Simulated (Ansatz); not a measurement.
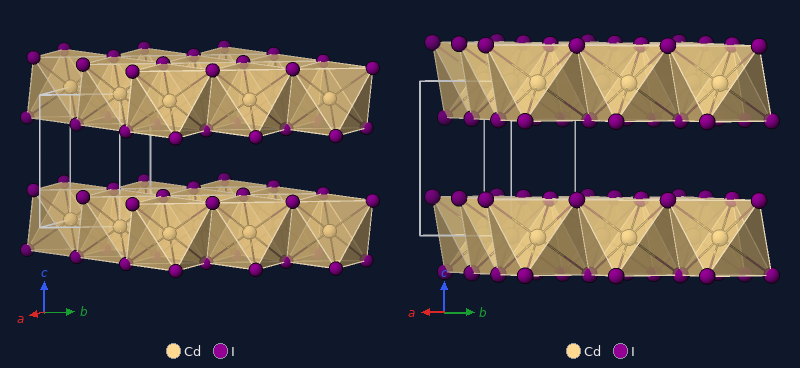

Polyhedra are drawn about Cd (bonds: Cd–I below 3.3 Å); other atoms are plain spheres. Two views of the same piece.

System CdI₂ (space group P-3m1, No. 164); source of the atomic positions: coordinates from a relaxation with DFT PBEsol, scalar-relativistic, plane waves, PAW in Ansatz 0.2.0.

Sharing among the drawn polyhedra:

```csv
site,polyhedron,corner-sharing neighbours,edge-sharing,face-sharing,bond (Å)
Cd,CdI6 octahedron,0,6,0,2.97
```

They form layers of edge-sharing octahedra parallel to (001).
